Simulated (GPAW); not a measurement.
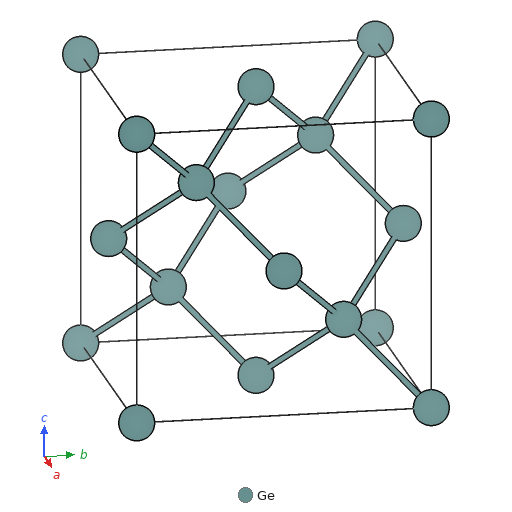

System: Ge, space group Fd-3m (No. 227). The picture shows the conventional cell.

Structure:
```cif
data_structure
_symmetry_space_group_name_H-M 'P 1'
_symmetry_Int_Tables_number 1
_cell_length_a 4.0007
_cell_length_b 4.0007
_cell_length_c 4.0007
_cell_angle_alpha 60.000
_cell_angle_beta 60.000
_cell_angle_gamma 60.000
_cell_volume 45.28
loop_
_atom_site_label
_atom_site_type_symbol
_atom_site_fract_x
_atom_site_fract_y
_atom_site_fract_z
_atom_site_occupancy
Ge1 Ge 0.75000 0.75000 0.75000 1
Ge2 Ge 0.50000 0.50000 0.50000 1
```

Computed with GPAW 26.7.0: PAW DFT in plane waves, on a grid or in atomic orbitals, no spin polarisation; energies at scaled volumes of the given cell, shape and fractions fixed, counted from the fit's minimum, third-order Birch-Murnaghan fit. Level: r2SCAN.

k mesh 8×8×8; occupations Fermi–Dirac; smearing width 0.05 eV; potentials GPAW PAW data sets (gpaw data 1.2.1); wave cutoff 600 eV; program settings basis pw.

Describe the result: the energy and pressure against volume. The volume takes the values 21.28, 21.73, 22.19, 22.64, 23.09, 23.54, 24.00 Å³/atom.

A third-order Birch–Murnaghan fit gives V0 = 22.88 Å³/atom, B0 = 71.4 GPa and B′ = 5.4. The energy is 28.95 meV/atom at volume 21.28 Å³/atom and 11.04 meV/atom at 24.00 Å³/atom; the lowest computed point is at volume 23.09 Å³/atom (0.45 meV/atom), and no other minimum shows. The pressure falls from 6.20 GPa at volume 21.28 Å³/atom to −3.04 GPa at 24.00 Å³/atom, and changes sign near 22.87 Å³/atom.

| volume (Å³/atom) | energy (meV/atom) | pressure (GPa) |
| --- | --- | --- |
| 21.28 | 28.95 | 6.20 |
| 21.73 | 14.23 | 4.17 |
| 22.19 | 4.95 | 2.36 |
| 22.64 | 0.54 | 0.73 |
| 23.09 | 0.45 | −0.70 |
| 23.54 | 4.11 | −1.95 |
| 24.00 | 11.04 | −3.04 |

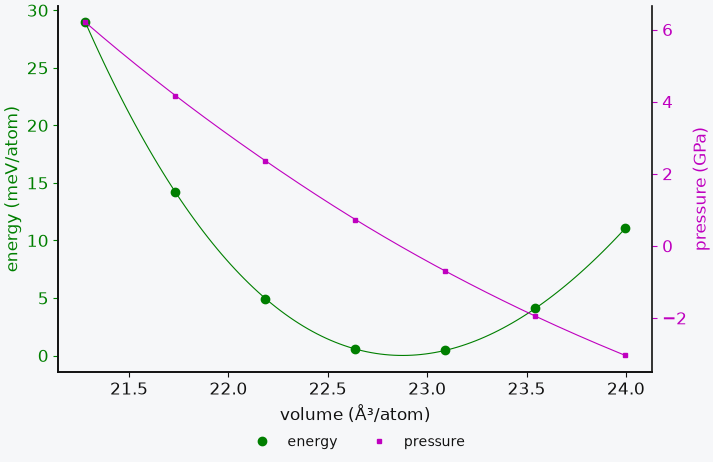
